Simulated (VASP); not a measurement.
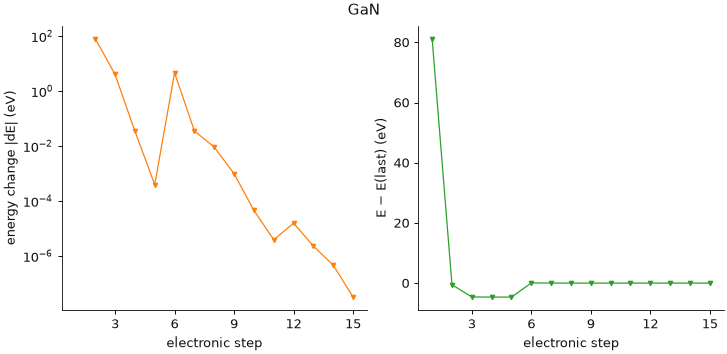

The plot shows the electronic steps of a calculation: energy change |dE|, free energy less its last value.

System: GaN (I4/mmm, 2 atoms in the cell).
Method: DFT, r2SCAN, plane waves, PAW in VASP 6.6.1; cutoff 520 eV, 10×10×10 k-mesh, Gaussian smearing of 0.01 eV.

### How did this run end?

The run converged; it took 15 steps. The energy change falls unevenly and jumps up by a factor of two or more twice on the way down, most sharply at step 6 (by about 4 orders of magnitude). The jump at step 6 comes where the charge density, held fixed for the first 5 steps, starts to be updated.
